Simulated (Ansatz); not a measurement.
# Geometry relaxation, with input and output: MgO (part 2 of 2)

The same run, continued: MgO (Fm-3m, 2 atoms in the cell); DFT, HSE06, plane waves, PAW, no spin polarisation (Ansatz 0.2.0); cutoff 420 eV, 6×6×6 k-mesh, Fermi–Dirac smearing of 0.02 eV. The structure was built on a prototype by a generator. The geometry comes from this level: r2SCAN.

Geometry of the input (Å; fractional positions):
```
0.0000  2.1022  2.1022
2.1022  0.0000  2.1022
2.1022  2.1022  0.0000
Mg 0.0000  0.0000  0.0000
O  0.5000  0.5000  0.5000
```

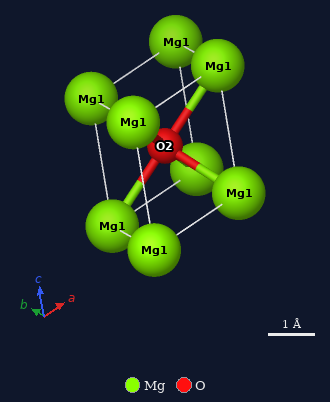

Figure 1. The geometry at step 2 of the log (ball-and-stick view of the cell of the calculation, seen slightly off an axis; atoms are numbered from 1 in the order of the input).

## What the program printed, continued
```
SCF iter   1: F=—  HF=-2494.348558 eV  |F-HF|=—  |Δ(HF+E_count)|=         —  Δρ=3.27e-4  dr2=1.37e-5  ethr=4.76e-7  ⟨swp⟩=3.4  Hψ=769  notcnv=0
preconditioner: auto → none  [insulator: Δε(μ)=6.566 eV  Ē_g=21.165 eV  σ=0.020 eV  W_gap=1.00  n_scr=8 (ndim 8)  ℏωp=24.4 eV  f_vac=0.000  D(μ)=0.00/eV (n_scr^D=0)]
iter 2 solved again at ethr=6.97e-9 eV; its pass at ethr=7.76e-8 eV (dr2=1.12e-6 eV) is discarded
SCF iter   2: F=—  HF=-2494.348551 eV  |F-HF|=—  |Δ(HF+E_count)|=   6.52e-6  Δρ=9.30e-5  dr2=1.64e-5  ethr=6.97e-9  ⟨swp⟩=2.0  Hψ=715  notcnv=0
SCF iter   3: F=—  HF=-2494.348784 eV  |F-HF|=—  |Δ(HF+E_count)|=   2.33e-4  Δρ=2.09e-4  dr2=3.90e-6  ethr=6.95e-9  ⟨swp⟩=4.0  Hψ=540  notcnv=0
SCF iter   4: F=-2494.348782 eV  HF=-2494.348782 eV  |F-HF|=6.24e-8  |Δ(HF+E_count)|=   2.73e-6  Δρ=3.21e-5  dr2=1.39e-7  ethr=6.95e-9  ⟨swp⟩=3.0  Hψ=448  notcnv=0
SCF 8 stopped early in 4 iterations: F = -2494.348782 eV  dr2 = 1.39e-7
hybrid outer 1: dexx = +2.361e-4 eV, tail = 8.57e-7 eV
Exchange kernel: α = 0.2500, screened, ω = 0.2079 Å⁻¹, Wigner–Seitz truncation, v(0) = 1038.2880 eV·Å³, q-mesh 6×6×6, nearest image of the exchange supercell L = 17.83 Å, pair-density grid 12×12×12, without the augmentation charges, whose exchange is taken in its separable form by FFT convolution over the k-point mesh (sized by the pseudopotential files, 18×18×18 at the most), smooth part of the exact exchange by density-matrix convolution
Frozen-core exchange: fock
SCF iter   1: F=—  HF=-2494.348781 eV  |F-HF|=—  |Δ(HF+E_count)|=         —  Δρ=2.13e-5  dr2=2.44e-8  ethr=2.68e-8  ⟨swp⟩=3.2  Hψ=420  notcnv=0
preconditioner: auto → none  [insulator: Δε(μ)=6.564 eV  Ē_g=21.163 eV  σ=0.020 eV  W_gap=1.00  n_scr=8 (ndim 8)  ℏωp=24.4 eV  f_vac=0.000  D(μ)=0.00/eV (n_scr^D=0)]
SCF iter   2: F=—  HF=-2494.348781 eV  |F-HF|=—  |Δ(HF+E_count)|=   3.08e-8  Δρ=5.69e-6  dr2=4.65e-9  ethr=1.46e-10  ⟨swp⟩=4.0  Hψ=492  notcnv=0
SCF iter   3: F=—  HF=-2494.348781 eV  |F-HF|=—  |Δ(HF+E_count)|=  9.88e-10  Δρ=3.83e-6  dr2=1.14e-9  ethr=2.25e-11  ⟨swp⟩=3.0  Hψ=441  notcnv=0
SCF iter   4: F=—  HF=-2494.348781 eV  |F-HF|=—  |Δ(HF+E_count)|=   2.36e-9  Δρ=2.17e-6  dr2=5.40e-10  ethr=5.13e-12  ⟨swp⟩=3.6  Hψ=439  notcnv=0
SCF iter   5: F=—  HF=-2494.348781 eV  |F-HF|=—  |Δ(HF+E_count)|=  3.04e-10  Δρ=9.08e-7  dr2=1.09e-10  ethr=3.19e-12  ⟨swp⟩=2.5  Hψ=334  notcnv=0
SCF iter   6: F=-2494.348781 eV  HF=-2494.348781 eV  |F-HF|=5.46e-12  |Δ(HF+E_count)|=  6.23e-11  Δρ=1.89e-7  dr2=7.56e-12  ethr=1.00e-12  ⟨swp⟩=3.0  Hψ=347  notcnv=0
SCF 9 converged in 6 iterations: F = -2494.348781 eV  dr2 = 7.56e-12
  Residual-converged pass: ⟨swp⟩=4.0  Hψ=528  notcnv=0  max |occ|·‖R‖ = 9.3e-9 eV (tolerance 1.0e-8 eV)  dr2=7.54e-12  dr2_onsite=3.57e-12  max |Δocc| = 0.0e0
hybrid outer 2: dexx = +3.476e-9 eV, tail = 1.77e-9 eV, Δε = 6.73e-4 eV (about 4.52e-5 eV left of the loop's levels)
Exchange kernel: α = 0.2500, screened, ω = 0.2079 Å⁻¹, Wigner–Seitz truncation, v(0) = 1038.2880 eV·Å³, q-mesh 6×6×6, nearest image of the exchange supercell L = 17.83 Å, pair-density grid 12×12×12, without the augmentation charges, whose exchange is taken in its separable form by FFT convolution over the k-point mesh (sized by the pseudopotential files, 18×18×18 at the most), smooth part of the exact exchange by density-matrix convolution
Frozen-core exchange: fock
SCF iter   1: F=—  HF=-2494.348781 eV  |F-HF|=—  |Δ(HF+E_count)|=         —  Δρ=4.27e-7  dr2=1.08e-11  ethr=5.54e-11  ⟨swp⟩=4.1  Hψ=462  notcnv=0
SCF iter   2: F=-2494.348781 eV  HF=-2494.348781 eV  |F-HF|=9.09e-13  |Δ(HF+E_count)|=  1.59e-11  Δρ=3.80e-8  dr2=9.61e-14  ethr=1.00e-12  ⟨swp⟩=2.0  Hψ=320  notcnv=0
SCF 10 converged in 2 iterations: F = -2494.348781 eV  dr2 = 9.61e-14
  Residual-converged pass: ⟨swp⟩=4.0  Hψ=558  notcnv=0  max |occ|·‖R‖ = 6.8e-9 eV (tolerance 1.0e-8 eV)  dr2=1.14e-13  dr2_onsite=6.73e-14  max |Δocc| = 0.0e0
hybrid outer 3: dexx = +7.958e-13 eV, tail = 2.99e-13 eV, Δε = 9.68e-6 eV (about 9.49e-7 eV left of the loop's levels), ΔF = 1.31e-29 eV/Å (tail inf)
relax step   3: F+E_penalty+E_count = -2494.34878077 eV  Δ(F+E_penalty+E_count) = -7.064e-5 eV  max|allowed force component| = 5.292e-30 eV/Å  Δτ_max = 0.0000 Å  P = +0.000 GPa  Ω = 18.542 Å³  energy of the carried Pulay correction = +1.049e-4 eV  (12 SCF iters, accepted)
Exchange kernel: α = 0.2500, screened, ω = 0.2079 Å⁻¹, Wigner–Seitz truncation, v(0) = 1038.2880 eV·Å³, q-mesh 6×6×6, nearest image of the exchange supercell L = 17.83 Å, pair-density grid 12×12×12, without the augmentation charges, whose exchange is taken in its separable form by FFT convolution over the k-point mesh (sized by the pseudopotential files, 18×18×18 at the most), smooth part of the exact exchange by density-matrix convolution
Frozen-core exchange: fock
iter 1 solved again at ethr=1.00e-12 eV; its pass at ethr=1.00e-1 eV (dr2=1.80e-13 eV) is discarded
SCF iter   1: F=—  HF=-2494.348781 eV  |F-HF|=—  |Δ(HF+E_count)|=         —  Δρ=5.45e-8  dr2=2.66e-13  ethr=1.00e-12  ⟨swp⟩=13.8  Hψ=1312  notcnv=1
preconditioner: auto → none  [insulator: Δε(μ)=7.265 eV  Ē_g=21.614 eV  σ=0.020 eV  W_gap=1.00  n_scr=8 (ndim 8)  ℏωp=24.4 eV  f_vac=0.000  D(μ)=0.00/eV (n_scr^D=0)]
SCF iter   2: F=-2494.348781 eV  HF=-2494.348781 eV  |F-HF|=4.55e-13  |Δ(HF+E_count)|=  4.55e-13  Δρ=2.15e-8  dr2=4.80e-14  ethr=1.00e-12  ⟨swp⟩=2.0  Hψ=320  notcnv=0
SCF 11 converged in 2 iterations: F = -2494.348781 eV  dr2 = 4.80e-14
hybrid outer 1: dexx = +5.684e-14 eV, tail = 6.87e-14 eV
Exchange kernel: α = 0.2500, screened, ω = 0.2079 Å⁻¹, Wigner–Seitz truncation, v(0) = 1038.2880 eV·Å³, q-mesh 6×6×6, nearest image of the exchange supercell L = 17.83 Å, pair-density grid 12×12×12, without the augmentation charges, whose exchange is taken in its separable form by FFT convolution over the k-point mesh (sized by the pseudopotential files, 18×18×18 at the most), smooth part of the exact exchange by density-matrix convolution
Frozen-core exchange: fock
SCF iter   1: F=—  HF=-2494.348781 eV  |F-HF|=—  |Δ(HF+E_count)|=         —  Δρ=2.11e-8  dr2=2.46e-14  ethr=1.25e-12  ⟨swp⟩=10.6  Hψ=786  notcnv=0
preconditioner: auto → none  [insulator: Δε(μ)=6.564 eV  Ē_g=21.168 eV  σ=0.020 eV  W_gap=1.00  n_scr=8 (ndim 8)  ℏωp=24.4 eV  f_vac=0.000  D(μ)=0.00/eV (n_scr^D=0)]
SCF iter   2: F=-2494.348781 eV  HF=-2494.348781 eV  |F-HF|=0.00e0  |Δ(HF+E_count)|=  4.55e-13  Δρ=8.84e-9  dr2=3.73e-15  ethr=1.00e-12  ⟨swp⟩=2.0  Hψ=320  notcnv=0
SCF 12 converged in 2 iterations: F = -2494.348781 eV  dr2 = 3.73e-15
  Residual-converged pass: ⟨swp⟩=2.9  Hψ=344  notcnv=0  max |occ|·‖R‖ = 8.8e-9 eV (tolerance 1.0e-8 eV)  dr2=4.00e-15  dr2_onsite=6.46e-16  max |Δocc| = 0.0e0
hybrid outer 2: dexx = +2.842e-14 eV, tail = 8.81e-15 eV, Δε = 3.87e-7 eV (about 3.87e-7 eV left of the loop's levels)
relax step   4: F+E_penalty+E_count = -2494.34878077 eV  Δ(F+E_penalty+E_count) = +0.000e0 eV  max|allowed force component| = 4.503e-30 eV/Å  Δτ_max = 0.0000 Å  P = -0.011 GPa  Ω = 18.542 Å³  stress off target by 1.11e-2 GPa  SCF on the basis re-selected at this cell (its energy is not comparable with the rows above)  (4 SCF iters)
```

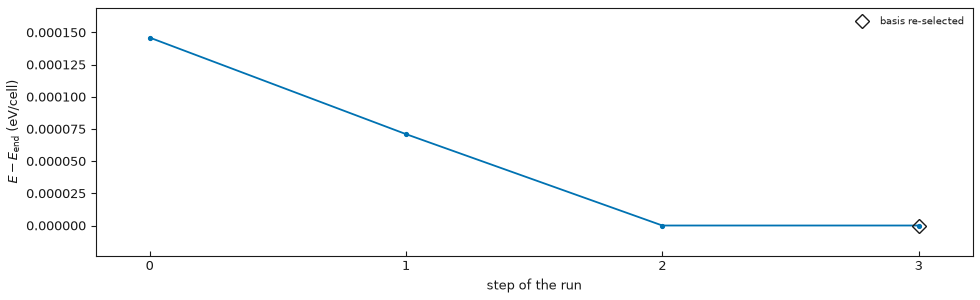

Figure 2. Progress of the relaxation, step by step (the first geometry is step 0 here and step 1 in the log). After 2 geometry steps the energy has fallen by 0.1 meV per cell of the calculation. All forces vanish by symmetry, so only the cell relaxes. Pressure: −0.35 GPa at the start and −0.01 GPa at the end. No atom moves by more than 0.005 Å relative to the cell. A last SCF at the same geometry on a re-selected plane-wave basis shifts the energy by next to nothing (0.0 meV per cell of the calculation).

```
basis re-selected at this cell: Δ(F+E_penalty+E_count) = +0.000e0 eV, ΔP = -0.011 GPa vs the last step (what re-selecting the basis moved, of the pressure what is left beyond the Pulay correction that the steps carried, after the strain that the cell walked since its last selection, with what the two solves' SCF thresholds leave and, on support functions, any second-order correction that the steps lacked; it is no measure of the basis error at this ecutwfc). This SCF's stress stands 1.11e-2 GPa from its target on what of the cell is left free (relax.cell.stress_tol is 5.00e-2 GPa) and its largest allowed force component is 4.50e-30 eV/Å (relax.f_tol is 5.00e-3 eV/Å): within both
hybrid SCF converged: 2 outer / 4 inner (+0 warm-up), last move |dexx| = 2.84e-14 eV, tail = 8.81e-15 eV
Stability not checked: this state was not tested for a lower state beside it, because the functional holds exact exchange (a hybrid, or Hartree-Fock), whose exchange loop this test does not read (fock_operator; see scf.lower_state_search)
Free energy (F): -2494.348781 eV
Frozen-core exchange: fock
Harris-Foulkes:  -2494.348781 eV  (|F-HF|=0.00e0)
Internal energy: -2494.348781 eV  (E = F + TS)
E sigma→0 (E₀):  -2494.348781 eV
Fermi energy:    10.265870 eV
--- Per-component energies (eV) ---
  E_band       = -338.428028
  E_kinetic    = 257.053346
  E_local      = -1598.003817  (includes V_loc(G=0)·N_el)
  E_nonlocal   = 141.100273
  E_hartree    = 553.638800
  E_xc         = -84.924043
  E_vxc        = -107.832470  (∫ρ·V_xc dr)
  E_exx        = -71.523156  (= α·E_x^exact, valence–valence)
  E_paw        = -399.019694  (= ΣΔE_a)
  E_vpaw       = 5.020856  (= ΣTr[D̂ρ^β])
  E_aug_tail   = 0.002496  (compensation charges beyond the density's cutoff)
  E_ewald      = -1292.611444
  E_core_change = -0.061541  (= ΣΔE_core)
  E_smearing   = -0.000000  (= −TS)
  E_closure    = -0.000000  (closes the sum)
  Σ components = -2494.348781   (vs F -2494.348781, Δ=4.55e-13)
--- Forces (eV/Å), atoms counted from 1 ---
  atom   1  Mg    -0.00000000     0.00000000     0.00000000
  atom   2  O      0.00000000     0.00000000     0.00000000
  max |Σ_I F_I| component: 7.82e-30 eV/Å
--- Stress (GPa, compression-positive) ---
       -0.011141      -0.000000       0.000000
        0.000000      -0.011141      -0.000000
       -0.000000      -0.000000      -0.011141
  P = ⅓ Tr σ = -0.0111 GPa (-0.111 kbar)
--- Band table (eV; the first three rows and the last of 16) ---
  k-point 0: bands = ["-69.6279", "-34.4983", "-34.4983", "-34.4983", "-11.8793", "6.9728", "6.9728", "6.9728", "13.5368", "24.8042"]
  k-point 1: bands = ["-69.6257", "-34.5209", "-34.5003", "-34.5003", "-11.5684", "5.4083", "6.7813", "6.7813", "14.9970", "22.4352"]
  k-point 2: bands = ["-69.6212", "-34.5658", "-34.5042", "-34.5042", "-10.8729", "3.0603", "6.4226", "6.4226", "16.5476", "21.4756"]
  k-point 15: bands = ["-69.6158", "-34.5622", "-34.5393", "-34.5292", "-10.1907", "3.1576", "4.5662", "5.1747", "19.4394", "20.5297"]
  guard bands above this table: 2 of the run's 12 bands. The solve was not asked for them (output.publish_guard_bands: true or output.eigenvalues: true publishes all)
--- Relaxed structure (3 steps of the walk, 3 accepted, 1 SCFs on fresh bases) ---
  F+E_penalty+E_count = -2494.34878077 eV   max|allowed force component| = 4.503e-30 eV/Å   (the final SCF, on the basis selected at the relaxed cell)
  cell:  # Å, volume = 18.5417 Å³
    - [8.916901057567283e-35, 2.100744377033632, 2.100744377033632]
    - [2.100744377033632, 2.292917414803016e-34, 2.100744377033632]
    - [2.100744377033632, 2.100744377033632, -1.9107645123358458e-34]
  atoms:
    - { symbol: Mg, position: [8.946913297010081e-38, -2.982304432264001e-37, -5.96460886435875e-38] }
    - { symbol: O, position: [0.5, 0.5, 0.5] }
```

## File rho_z.tsv
```
# z_ang	rho[e/angstrom^3]
# format = ansatz-planar-average/11
# lattice	0.000000000	2.100744377	2.100744377
# lattice	2.100744377	0.000000000	2.100744377
# lattice	2.100744377	2.100744377	-0.000000000
# sites	2
# site	12	-0.000000000	0.000000000	-0.000000000
# site	8	2.100744377	2.100744377	2.100744377
0.000000	1.766030e0
0.148545	1.592823e0
0.297090	1.176263e0
0.445635	7.431562e-1
0.594180	4.736996e-1
0.742725	4.079740e-1
0.891270	4.895213e-1
1.039815	6.436619e-1
1.188360	8.068169e-1
1.336906	9.269833e-1
1.485451	9.705641e-1
1.633996	9.269833e-1
1.782541	8.068169e-1
1.931086	6.436619e-1
2.079631	4.895213e-1
2.228176	4.079740e-1
2.376721	4.736996e-1
2.525266	7.431562e-1
2.673811	1.176263e0
2.822356	1.592823e0
```

## File v_z.tsv
```
# z_ang	v_es[eV]	v_tot[eV]
# format = ansatz-planar-average/11
# xc	hse06
# density_cutoff_ev	1680
# datasets	Mg=:simpson_from_first_knot:soft:fock:shift=0	O=:simpson_from_first_knot:soft:fock:shift=0
# lattice	0.000000000	2.100744377	2.100744377
# lattice	2.100744377	0.000000000	2.100744377
# lattice	2.100744377	2.100744377	-0.000000000
# sites	2
# site	12	-0.000000000	0.000000000	-0.000000000
# site	8	2.100744377	2.100744377	2.100744377
0.000000	-2.566137e0	-1.056942e1
0.148545	-1.948129e0	-9.992134e0
0.297090	-2.479840e-1	-8.386029e0
0.445635	2.122747e0	-6.143088e0
0.594180	4.499702e0	-3.922874e0
0.742725	5.732847e0	-2.903511e0
0.891270	5.733011e0	-3.208197e0
1.039815	5.193637e0	-4.109225e0
1.188360	4.478882e0	-5.190321e0
1.336906	3.908135e0	-6.011397e0
1.485451	3.693983e0	-6.297860e0
1.633996	3.908135e0	-6.011397e0
1.782541	4.478882e0	-5.190321e0
1.931086	5.193637e0	-4.109225e0
2.079631	5.733011e0	-3.208197e0
2.228176	5.732847e0	-2.903511e0
2.376721	4.499702e0	-3.922874e0
2.525266	2.122747e0	-6.143088e0
2.673811	-2.479840e-1	-8.386029e0
2.822356	-1.948129e0	-9.992134e0
```

## Trajectory as extended XYZ (Å, eV, eV/Å), 4 frames, from step=1 to step=4
```
2
Lattice="0.0000 2.1022 2.1022 2.1022 0.0000 2.1022 2.1022 2.1022 0.0000" Properties=species:S:1:pos:R:3:forces:R:3 step=1 energy=-2494.34863 pressure_GPa=-0.35
Mg    0.0000    0.0000    0.0000    0.0000   0.0000   0.0000
O     2.1022    2.1022    2.1022    0.0000   0.0000   0.0000
2
Lattice="0.0000 2.1015 2.1015 2.1015 0.0000 2.1015 2.1015 2.1015 0.0000" Properties=species:S:1:pos:R:3:forces:R:3 step=2 energy=-2494.34871 pressure_GPa=-0.19
Mg    0.0000    0.0000    0.0000    0.0000   0.0000   0.0000
O     2.1015    2.1015    2.1015    0.0000   0.0000   0.0000
2
Lattice="0.0000 2.1007 2.1007 2.1007 0.0000 2.1007 2.1007 2.1007 0.0000" Properties=species:S:1:pos:R:3:forces:R:3 step=3 energy=-2494.34878 pressure_GPa=0.00
Mg    0.0000    0.0000    0.0000    0.0000   0.0000   0.0000
O     2.1007    2.1007    2.1007    0.0000   0.0000   0.0000
2
Lattice="0.0000 2.1007 2.1007 2.1007 0.0000 2.1007 2.1007 2.1007 0.0000" Properties=species:S:1:pos:R:3:forces:R:3 step=4 energy=-2494.34878 pressure_GPa=-0.01
Mg    0.0000    0.0000    0.0000    0.0000   0.0000   0.0000
O     2.1007    2.1007    2.1007    0.0000   0.0000   0.0000
```

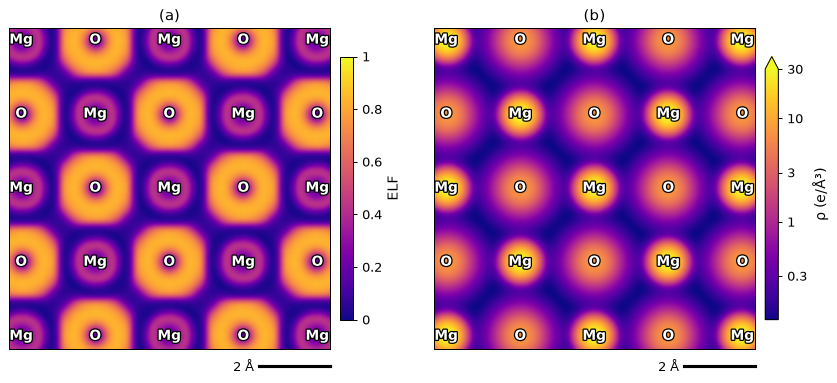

Figure 3. (a) ELF; (b) valence electron density on the (001) plane of the conventional cell. Atoms in the plane: Mg and O. Mg–O (2.10 Å): the density is about 0.34 e/Å³ at the midpoint; the ELF is about 0.35 at the midpoint (two separate closed shells). Away from the nuclei the density in this plane falls to 0.11 e/Å³ at its lowest. The fields are those of the smooth PAW valence density.

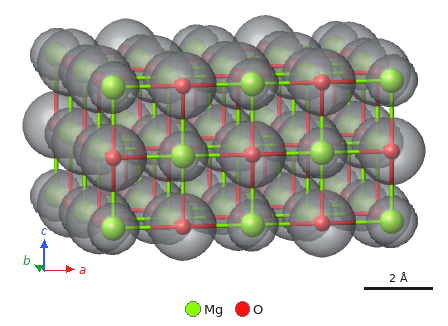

Figure 4. Isosurface of the valence electron density at 0.4 e/Å³ (grey), seen slightly off an axis. Sticks mark near contacts. The outline is the cell set on symmetry axes. At this value the density breaks into separate islands; it holds about 85 % of the electrons treated as valence (semicore included). It is pinched off along the Mg–O (2.10 Å) contacts. On the grid the lowest density along these lines, outside the cores, is 0.28 e/Å³ (Mg–O, 2.10 Å).

## Summary

- outcome: converged
- space group (tolerance 0.01 Å): Fm-3m (225)
- electrons treated: 16
- free energy: −2494.3488 eV
- Fermi energy: 10.266 eV
- gap on the k-point mesh: 6.56 eV
- pressure: −0.01 GPa
- final volume: 18.54 Å³
- largest force (length of the vector) at the end: under 0.001 eV/Å
- final cell: a = 2.971 Å, b = 2.971 Å, c = 2.971 Å, α = 60.00°, β = 60.00°, γ = 60.00°
- wall time: 7.1 s (CPU time 23 s)
- peak memory: 0.56 GiB
